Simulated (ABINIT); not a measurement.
## Geometry relaxation of Ge (part 2 of 3)

The same run, continued: Ge (Cmmm, 1 atom in the cell); Kohn-Sham DFT of a periodic cell, PBE with D2, JTH PAW PBE v2.0, no spin polarisation (ABINIT 10.8.3); cutoff 598.65 eV, 11×11×10 k-mesh, fermi-dirac of 0.05 eV. The structure derives from a Materials Project entry.

Geometry of the input (Å; fractional positions):
```
1.3971  -2.6005  0.0000
1.3971  2.6005  0.0000
0.0000  0.0000  2.6982
Ge 0.5000  0.5000  0.0000
```

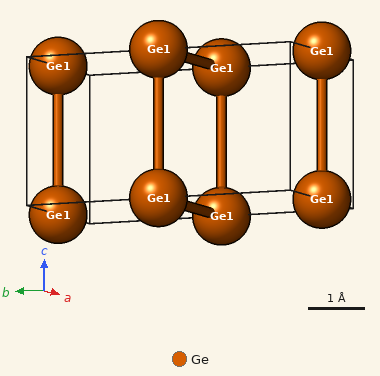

**Figure 1.** The structure as given in the input (ball-and-stick view of the cell 2 times as large as that of the calculation, set on its symmetry axes, seen at an oblique angle; atoms are numbered from 1 in the order of the input). An atom can appear more than once, as a periodic image.

The program's output, continued:
```
--- !ResultsGS
iteration_state: {dtset: 1, itime: 3, icycle: 1, }
comment   : Summary of ground state results
lattice_vectors:
- [  2.6099814,  -4.7228156,   0.0000000, ]
- [  2.6099814,   4.7228156,   0.0000000, ]
- [  0.0000000,   0.0000000,   4.9754317, ]
lattice_lengths: [   5.39602,    5.39602,    4.97543, ]
lattice_angles: [ 90.000,  90.000, 122.147, ] # degrees, (23, 13, 12)
lattice_volume:   1.2265893E+02
convergence: {deltae:  2.170E-11, res2:  5.063E-10, residm:  6.603E-05, diffor: null, }
etotal    :  -9.55844723E+01
entropy   :   0.00000000E+00
fermie    :   3.47666590E-01
cartesian_stress_tensor: # hartree/bohr^3
- [ -3.52681991E-05,   0.00000000E+00,   0.00000000E+00, ]
- [  0.00000000E+00,   3.45418787E-07,   0.00000000E+00, ]
- [  0.00000000E+00,   0.00000000E+00,  -3.80625802E-05, ]
pressure_GPa:   7.1577E-01
xred      :
- [  5.0000E-01,   5.0000E-01,   0.0000E+00, Ge]
cartesian_forces: # hartree/bohr
- [ -0.00000000E+00,  -0.00000000E+00,  -0.00000000E+00, ]
force_length_stats: {min:   0.00000000E+00, max:   0.00000000E+00, mean:   0.00000000E+00, }
...

 Integrated electronic density in atomic spheres:
 ------------------------------------------------
 Atom  Sphere_radius  Integrated_density
    1        2.30477         12.25324178

---OUTPUT-----------------------------------------------------------------------

 Cartesian coordinates (xcart) [bohr]
  2.60998137419453E+00 -6.18131940683591E-17  0.00000000000000E+00
 Reduced coordinates (xred)
  4.99999999630363E-01  4.99999999630363E-01  0.00000000000000E+00
 Cartesian forces (fcart) [Ha/bohr]; max,rms= 0.00000E+00 0.00000E+00 (free atoms)
 -0.00000000000000E+00 -0.00000000000000E+00 -0.00000000000000E+00
 Gradient of E wrt nuclear positions in reduced coordinates (gred)
 -0.00000000000000E+00  0.00000000000000E+00  0.00000000000000E+00
 Scale of Primitive Cell (acell) [bohr]
  5.39601614068487E+00  5.39601614068487E+00  4.97543174763907E+00
 Real space primitive translations (rprimd) [bohr]
  2.60998137612403E+00 -4.72281562278451E+00  0.00000000000000E+00
  2.60998137612403E+00  4.72281562278451E+00  0.00000000000000E+00
  0.00000000000000E+00  0.00000000000000E+00  4.97543174763907E+00
 Unitary Cell Volume (ucvol) [Bohr^3]=  1.22658928983148E+02
 Angles (23,13,12)= [degrees]
  9.00000000000000E+01  9.00000000000000E+01  1.22147068007491E+02
 Lengths [Bohr]
  5.39601614068487E+00  5.39601614068487E+00  4.97543174763907E+00
 Stress tensor in cartesian coordinates (strten) [Ha/bohr^3]
 -3.52681991213320E-05  0.00000000000000E+00  0.00000000000000E+00
  0.00000000000000E+00  3.45418786695112E-07  0.00000000000000E+00
  0.00000000000000E+00  0.00000000000000E+00 -3.80625801716071E-05
 Total energy (etotal) [Ha]= -9.55844722739576E+01

 Difference of energy with previous step (new-old):
           Absolute (Ha)=-5.15707E-04
           Relative     =-5.39531E-06

--- Iteration: ( 4/60) Internal Cycle: (1/1)
--------------------------------------------------------------------------------

---SELF-CONSISTENT-FIELD CONVERGENCE--------------------------------------------

--- !BeginCycle
iteration_state: {dtset: 1, itime: 4, icycle: 1, }
solver: {iscf: 17, nstep: 100, nline: 4, wfoptalg: 10, }
tolerances: {tolvrs: 1.00E-09, }
...

     iter   Etot(hartree)      deltaE(h)  residm     nres2
 ETOT  1  -95.584825959816    -9.558E+01 1.686E-03 1.444E-01
 ETOT  2  -95.584547885282     2.781E-04 4.325E-04 1.176E-02
 ETOT  3  -95.584505584293     4.230E-05 2.337E-04 2.170E-03
 ETOT  4  -95.584494766066     1.082E-05 8.415E-05 1.594E-04
 ETOT  5  -95.584494231551     5.345E-07 3.854E-05 2.601E-05
 ETOT  6  -95.584494220004     1.155E-08 5.798E-06 2.057E-06
 ETOT  7  -95.584494219457     5.464E-10 8.226E-06 3.309E-07
 ETOT  8  -95.584494218958     4.995E-10 6.783E-06 5.408E-08
 ETOT  9  -95.584494218959    -1.535E-12 3.374E-06 4.012E-09
 ETOT 10  -95.584494218962    -2.615E-12 3.381E-06 8.281E-10

 At SCF step   10       nres2   =  8.28E-10 < tolvrs=  1.00E-09 =>converged.

 Cartesian components of stress tensor (hartree/bohr^3)
  sigma(1 1)= -9.91717264E-06  sigma(3 2)=  0.00000000E+00
  sigma(2 2)=  1.14063806E-05  sigma(3 1)=  0.00000000E+00
  sigma(3 3)= -9.74888042E-06  sigma(2 1)=  0.00000000E+00

--- !ResultsGS
iteration_state: {dtset: 1, itime: 4, icycle: 1, }
comment   : Summary of ground state results
lattice_vectors:
- [  2.6204153,  -4.7223770,   0.0000000, ]
- [  2.6204153,   4.7223770,   0.0000000, ]
- [  0.0000000,   0.0000000,   4.9937719, ]
lattice_lengths: [   5.40069,    5.40069,    4.99377, ]
lattice_angles: [ 90.000,  90.000, 121.949, ] # degrees, (23, 13, 12)
lattice_volume:   1.2359174E+02
convergence: {deltae: -2.615E-12, res2:  8.281E-10, residm:  3.381E-06, diffor: null, }
etotal    :  -9.55844942E+01
entropy   :   0.00000000E+00
fermie    :   3.44054199E-01
cartesian_stress_tensor: # hartree/bohr^3
- [ -9.91717264E-06,   0.00000000E+00,   0.00000000E+00, ]
- [  0.00000000E+00,   1.14063806E-05,   0.00000000E+00, ]
- [  0.00000000E+00,   0.00000000E+00,  -9.74888042E-06, ]
pressure_GPa:   8.1003E-02
xred      :
- [  5.0000E-01,   5.0000E-01,   0.0000E+00, Ge]
cartesian_forces: # hartree/bohr
- [ -0.00000000E+00,  -0.00000000E+00,  -0.00000000E+00, ]
force_length_stats: {min:   0.00000000E+00, max:   0.00000000E+00, mean:   0.00000000E+00, }
...

 Integrated electronic density in atomic spheres:
 ------------------------------------------------
 Atom  Sphere_radius  Integrated_density
    1        2.30477         12.24953378

---OUTPUT-----------------------------------------------------------------------

 Cartesian coordinates (xcart) [bohr]
  2.62041524931758E+00  3.26876851175874E-16  0.00000000000000E+00
 Reduced coordinates (xred)
  4.99999999630363E-01  4.99999999630363E-01  0.00000000000000E+00
 Cartesian forces (fcart) [Ha/bohr]; max,rms= 0.00000E+00 0.00000E+00 (free atoms)
 -0.00000000000000E+00 -0.00000000000000E+00 -0.00000000000000E+00
 Gradient of E wrt nuclear positions in reduced coordinates (gred)
 -0.00000000000000E+00  0.00000000000000E+00  0.00000000000000E+00
 Scale of Primitive Cell (acell) [bohr]
  5.40068701125029E+00  5.40068701125029E+00  4.99377186422145E+00
 Real space primitive translations (rprimd) [bohr]
  2.62041525125479E+00 -4.72237695493265E+00  0.00000000000000E+00
  2.62041525125479E+00  4.72237695493265E+00  0.00000000000000E+00
  0.00000000000000E+00  0.00000000000000E+00  4.99377186422145E+00
 Unitary Cell Volume (ucvol) [Bohr^3]=  1.23591744712851E+02
 Angles (23,13,12)= [degrees]
  9.00000000000000E+01  9.00000000000000E+01  1.21948800182095E+02
 Lengths [Bohr]
  5.40068701125029E+00  5.40068701125029E+00  4.99377186422145E+00
 Stress tensor in cartesian coordinates (strten) [Ha/bohr^3]
 -9.91717263584824E-06  0.00000000000000E+00  0.00000000000000E+00
  0.00000000000000E+00  1.14063806298491E-05  0.00000000000000E+00
  0.00000000000000E+00  0.00000000000000E+00 -9.74888042449065E-06
 Total energy (etotal) [Ha]= -9.55844942189620E+01

 Difference of energy with previous step (new-old):
           Absolute (Ha)=-2.19450E-05
           Relative     =-2.29588E-07

--- Iteration: ( 5/60) Internal Cycle: (1/1)
--------------------------------------------------------------------------------

---SELF-CONSISTENT-FIELD CONVERGENCE--------------------------------------------

--- !BeginCycle
iteration_state: {dtset: 1, itime: 5, icycle: 1, }
solver: {iscf: 17, nstep: 100, nline: 4, wfoptalg: 10, }
tolerances: {tolvrs: 1.00E-09, }
...

     iter   Etot(hartree)      deltaE(h)  residm     nres2
 ETOT  1  -95.584575128365    -9.558E+01 3.198E+01 4.666E-02
 ETOT  2  -95.584509216300     6.591E-05 2.522E-02 5.099E-03
 ETOT  3  -95.584500360355     8.856E-06 2.312E-03 4.856E-05
 ETOT  4  -95.584500421754    -6.140E-08 1.288E-04 8.640E-06
 ETOT  5  -95.584500448163    -2.641E-08 3.588E-05 1.041E-06
 ETOT  6  -95.584500446825     1.338E-09 6.263E-06 3.132E-07
 ETOT  7  -95.584500446155     6.693E-10 2.838E-06 8.873E-09
 ETOT  8  -95.584500446241    -8.524E-11 3.012E-06 1.162E-09
 ETOT  9  -95.584500446232     8.100E-12 1.319E-04 1.333E-10

 At SCF step    9       nres2   =  1.33E-10 < tolvrs=  1.00E-09 =>converged.

 Cartesian components of stress tensor (hartree/bohr^3)
  sigma(1 1)= -2.58555803E-06  sigma(3 2)=  0.00000000E+00
  sigma(2 2)=  6.37975093E-06  sigma(3 1)=  0.00000000E+00
  sigma(3 3)=  1.05479276E-06  sigma(2 1)=  0.00000000E+00

--- !ResultsGS
iteration_state: {dtset: 1, itime: 5, icycle: 1, }
comment   : Summary of ground state results
lattice_vectors:
- [  2.6265927,  -4.7072915,   0.0000000, ]
- [  2.6265927,   4.7072915,   0.0000000, ]
- [  0.0000000,   0.0000000,   5.0029676, ]
lattice_lengths: [   5.39051,    5.39051,    5.00297, ]
lattice_angles: [ 90.000,  90.000, 121.678, ] # degrees, (23, 13, 12)
lattice_volume:   1.2371476E+02
convergence: {deltae:  8.100E-12, res2:  1.333E-10, residm:  1.319E-04, diffor: null, }
etotal    :  -9.55845004E+01
entropy   :   0.00000000E+00
fermie    :   3.43923337E-01
cartesian_stress_tensor: # hartree/bohr^3
- [ -2.58555803E-06,   0.00000000E+00,   0.00000000E+00, ]
- [  0.00000000E+00,   6.37975093E-06,   0.00000000E+00, ]
- [  0.00000000E+00,   0.00000000E+00,   1.05479276E-06, ]
pressure_GPa:  -4.7554E-02
xred      :
- [  5.0000E-01,   5.0000E-01,   0.0000E+00, Ge]
cartesian_forces: # hartree/bohr
- [ -0.00000000E+00,  -0.00000000E+00,  -0.00000000E+00, ]
force_length_stats: {min:   0.00000000E+00, max:   0.00000000E+00, mean:   0.00000000E+00, }
...

 Integrated electronic density in atomic spheres:
 ------------------------------------------------
 Atom  Sphere_radius  Integrated_density
    1        2.30477         12.24826682

---OUTPUT-----------------------------------------------------------------------

 Cartesian coordinates (xcart) [bohr]
  2.62659274772039E+00  1.50026590231397E-16  0.00000000000000E+00
 Reduced coordinates (xred)
  4.99999999630363E-01  4.99999999630363E-01  0.00000000000000E+00
 Cartesian forces (fcart) [Ha/bohr]; max,rms= 0.00000E+00 0.00000E+00 (free atoms)
 -0.00000000000000E+00 -0.00000000000000E+00 -0.00000000000000E+00
 Gradient of E wrt nuclear positions in reduced coordinates (gred)
 -0.00000000000000E+00  0.00000000000000E+00  0.00000000000000E+00
 Scale of Primitive Cell (acell) [bohr]
  5.39050854222121E+00  5.39050854222121E+00  5.00296762120618E+00
 Real space primitive translations (rprimd) [bohr]
  2.62659274966217E+00 -4.70729145806609E+00  0.00000000000000E+00
  2.62659274966217E+00  4.70729145806609E+00  0.00000000000000E+00
  0.00000000000000E+00  0.00000000000000E+00  5.00296762120618E+00
 Unitary Cell Volume (ucvol) [Bohr^3]=  1.23714760296991E+02
 Angles (23,13,12)= [degrees]
  9.00000000000000E+01  9.00000000000000E+01  1.21678374237624E+02
 Lengths [Bohr]
  5.39050854222121E+00  5.39050854222121E+00  5.00296762120618E+00
 Stress tensor in cartesian coordinates (strten) [Ha/bohr^3]
 -2.58555803493016E-06  0.00000000000000E+00  0.00000000000000E+00
  0.00000000000000E+00  6.37975092840012E-06  0.00000000000000E+00
  0.00000000000000E+00  0.00000000000000E+00  1.05479275759601E-06
 Total energy (etotal) [Ha]= -9.55845004462324E+01

 Difference of energy with previous step (new-old):
           Absolute (Ha)=-6.22727E-06
           Relative     =-6.51494E-08

--- Iteration: ( 6/60) Internal Cycle: (1/1)
--------------------------------------------------------------------------------

---SELF-CONSISTENT-FIELD CONVERGENCE--------------------------------------------

--- !BeginCycle
iteration_state: {dtset: 1, itime: 6, icycle: 1, }
solver: {iscf: 17, nstep: 100, nline: 4, wfoptalg: 10, }
tolerances: {tolvrs: 1.00E-09, }
...

     iter   Etot(hartree)      deltaE(h)  residm     nres2
 ETOT  1  -95.584531546819    -9.558E+01 4.519E+01 1.987E-02
 ETOT  2  -95.584505596033     2.595E-05 4.996E-02 2.232E-03
 ETOT  3  -95.584501837173     3.759E-06 3.988E-03 2.811E-05
 ETOT  4  -95.584501818561     1.861E-08 1.707E-03 3.569E-06
 ETOT  5  -95.584501834532    -1.597E-08 3.605E-04 6.853E-07
 ETOT  6  -95.584501833632     9.001E-10 1.069E-05 1.566E-07
 ETOT  7  -95.584501833281     3.510E-10 6.946E-07 5.521E-09
 ETOT  8  -95.584501833317    -3.639E-11 4.744E-06 6.363E-10

 At SCF step    8       nres2   =  6.36E-10 < tolvrs=  1.00E-09 =>converged.

 Cartesian components of stress tensor (hartree/bohr^3)
  sigma(1 1)=  7.65471464E-07  sigma(3 2)=  0.00000000E+00
  sigma(2 2)=  2.05926308E-06  sigma(3 1)=  0.00000000E+00
  sigma(3 3)= -1.71314202E-06  sigma(2 1)=  0.00000000E+00

--- !ResultsGS
iteration_state: {dtset: 1, itime: 6, icycle: 1, }
comment   : Summary of ground state results
lattice_vectors:
- [  2.6306475,  -4.6959364,   0.0000000, ]
- [  2.6306475,   4.6959364,   0.0000000, ]
- [  0.0000000,   0.0000000,   5.0033920, ]
lattice_lengths: [   5.38258,    5.38258,    5.00339, ]
lattice_angles: [ 90.000,  90.000, 121.485, ] # degrees, (23, 13, 12)
lattice_volume:   1.2361734E+02
convergence: {deltae: -3.639E-11, res2:  6.363E-10, residm:  4.744E-06, diffor: null, }
etotal    :  -9.55845018E+01
entropy   :   0.00000000E+00
fermie    :   3.44565496E-01
cartesian_stress_tensor: # hartree/bohr^3
- [  7.65471464E-07,   0.00000000E+00,   0.00000000E+00, ]
- [  0.00000000E+00,   2.05926308E-06,   0.00000000E+00, ]
- [  0.00000000E+00,   0.00000000E+00,  -1.71314202E-06, ]
pressure_GPa:  -1.0901E-02
xred      :
- [  5.0000E-01,   5.0000E-01,   0.0000E+00, Ge]
cartesian_forces: # hartree/bohr
- [ -0.00000000E+00,  -0.00000000E+00,  -0.00000000E+00, ]
force_length_stats: {min:   0.00000000E+00, max:   0.00000000E+00, mean:   0.00000000E+00, }
...

 Integrated electronic density in atomic spheres:
 ------------------------------------------------
 Atom  Sphere_radius  Integrated_density
    1        2.30477         12.24853764

---OUTPUT-----------------------------------------------------------------------

 Cartesian coordinates (xcart) [bohr]
  2.63064752619402E+00 -2.35983094172130E-17  0.00000000000000E+00
 Reduced coordinates (xred)
  4.99999999630363E-01  4.99999999630363E-01  0.00000000000000E+00
 Cartesian forces (fcart) [Ha/bohr]; max,rms= 0.00000E+00 0.00000E+00 (free atoms)
 -0.00000000000000E+00 -0.00000000000000E+00 -0.00000000000000E+00
 Gradient of E wrt nuclear positions in reduced coordinates (gred)
 -0.00000000000000E+00  0.00000000000000E+00  0.00000000000000E+00
 Scale of Primitive Cell (acell) [bohr]
  5.38257604380879E+00  5.38257604380879E+00  5.00339202432839E+00
 Real space primitive translations (rprimd) [bohr]
  2.63064752813879E+00 -4.69593637628126E+00  0.00000000000000E+00
  2.63064752813879E+00  4.69593637628126E+00  0.00000000000000E+00
  0.00000000000000E+00  0.00000000000000E+00  5.00339202432839E+00
 Unitary Cell Volume (ucvol) [Bohr^3]=  1.23617339956293E+02
 Angles (23,13,12)= [degrees]
  9.00000000000000E+01  9.00000000000000E+01  1.21485199596341E+02
 Lengths [Bohr]
  5.38257604380879E+00  5.38257604380879E+00  5.00339202432839E+00
 Stress tensor in cartesian coordinates (strten) [Ha/bohr^3]
  7.65471464381218E-07  0.00000000000000E+00  0.00000000000000E+00
  0.00000000000000E+00  2.05926307576473E-06  0.00000000000000E+00
  0.00000000000000E+00  0.00000000000000E+00 -1.71314202268569E-06
 Total energy (etotal) [Ha]= -9.55845018333171E+01

 Difference of energy with previous step (new-old):
           Absolute (Ha)=-1.38708E-06
           Relative     =-1.45116E-08

 At Broyd/MD step   6, gradients are converged :
  max grad (force/stress) = 2.0593E-04 < tolmxf= 5.0000E-04 ha/bohr (free atoms)

================================================================================

 ----iterations are completed or convergence reached----

 Mean square residual over all n,k,spin=   22.245E-10; max=  47.441E-07
 reduced coordinates (array xred) for    1 atoms
       0.499999999630      0.499999999630      0.000000000000
 rms dE/dt=  0.0000E+00; max dE/dt=  0.0000E+00; dE/dt below (all hartree)
    1       0.000000000000      0.000000000000      0.000000000000

 cartesian coordinates (angstrom) at end:
    1      1.39207871983583    -0.00000000000000     0.00000000000000

 cartesian forces (hartree/bohr) at end:
    1     -0.00000000000000    -0.00000000000000    -0.00000000000000
 frms,max,avg= 0.0000000E+00 0.0000000E+00   0.000E+00  0.000E+00  0.000E+00 h/b

 cartesian forces (eV/Angstrom) at end:
    1     -0.00000000000000    -0.00000000000000    -0.00000000000000
 frms,max,avg= 0.0000000E+00 0.0000000E+00   0.000E+00  0.000E+00  0.000E+00 e/A
 length scales=  5.382576043809  5.382576043809  5.003392024328 bohr
              =  2.848336576404  2.848336576404  2.647681034692 angstroms
 Fermi (or HOMO) energy (hartree) =   0.34457   Average Vxc (hartree)=  -0.38838
 Eigenvalues (hartree) for nkpt= 216  k points:
 kpt#   1, nband= 11, wtk=  0.00083, kpt=  0.0000  0.0000  0.0000 (reduced coord)
  -0.56582   -0.56289   -0.56194   -0.55637   -0.55603   -0.14894    0.59809    0.64842
   0.67145    0.72688    0.85279
      occupation numbers for kpt#   1
   2.00000    2.00000    2.00000    2.00000    2.00000    2.00000    0.00000    0.00000
   0.00000    0.00000    0.00000
 prteigrs : prtvol=0 or 1, do not print more k-points.

--- !EnergyTerms
iteration_state     : {dtset: 1, itime: 6, icycle: 1, }
comment             : Components of total free energy in Hartree
kinetic             :  6.50595948080095E+00
hartree             :  1.71027884009202E+01
xc                  : -2.31298391310179E+00
Ewald energy        : -5.62715233458469E+01
psp_core            :  2.29485370665567E+00
local_psp           : -6.06088823208216E+01
PAW spherical_terms : -2.28012203233483E+00
VdWaals_dft_d       : -1.44236946460476E-02
internal            : -9.55843337183744E+01
'-kT*entropy'       : -1.62651372993220E-04
total_energy        : -9.55844963697474E+01
total_energy_eV     : -2.60098664984476E+03
...

--- !EnergyTermsDC
iteration_state     : {dtset: 1, itime: 6, icycle: 1, }
comment             : '"Double-counting" decomposition of free energy'
band_energy         : -5.02125127966419E+00
Ewald energy        : -5.62715233458469E+01
psp_core            :  2.29485370665567E+00
xc_dc               : -1.65000213306723E+01
PAW spherical_terms : -2.00719732377703E+01
VdWaals_dft_d       : -1.44236946460476E-02
internal            : -9.55843391819441E+01
'-kT*entropy'       : -1.62651372993220E-04
total_energy_dc     : -9.55845018333171E+01
total_energy_dc_eV  : -2.60098679851607E+03
...

--- !EnergyTermsWithPAWCore
iteration_state     : {dtset: 1, itime: 6, icycle: 1, }
comment             : 'Components of total free energy, including PAW core contributions'
Total energy        : -2.09900274046080E+03
Total energy DC     : -2.09900274592437E+03
Total energy (eV)   : -5.71167743020516E+04
Total energy DC (eV): -5.71167744507229E+04
...

 Cartesian components of stress tensor (hartree/bohr^3)
  sigma(1 1)=  7.65471464E-07  sigma(3 2)=  0.00000000E+00
  sigma(2 2)=  2.05926308E-06  sigma(3 1)=  0.00000000E+00
  sigma(3 3)= -1.71314202E-06  sigma(2 1)=  0.00000000E+00

-Cartesian components of stress tensor (GPa)         [Pressure= -1.0901E-02 GPa]
- sigma(1 1)=  2.25209480E-02  sigma(3 2)=  0.00000000E+00
- sigma(2 2)=  6.05856114E-02  sigma(3 1)=  0.00000000E+00
- sigma(3 3)= -5.04023784E-02  sigma(2 1)=  0.00000000E+00

== END DATASET(S) ==============================================================
================================================================================

 -outvars: echo values of variables after computation  --------
            acell      5.3825760438E+00  5.3825760438E+00  5.0033920243E+00 Bohr
           etotal     -9.5584501833E+01
            fcart     -0.0000000000E+00 -0.0000000000E+00 -0.0000000000E+00
            rprim      4.8873392716E-01 -8.7243289051E-01  0.0000000000E+00
                       4.8873392716E-01  8.7243289051E-01  0.0000000000E+00
                       0.0000000000E+00  0.0000000000E+00  1.0000000000E+00
           strten      7.6547146438E-07  2.0592630758E-06 -1.7131420227E-06
                       0.0000000000E+00  0.0000000000E+00  0.0000000000E+00
           xangst      1.3920787198E+00 -1.2487687551E-17  0.0000000000E+00
             xred      4.9999999963E-01  4.9999999963E-01  0.0000000000E+00
 Calculation completed.
```
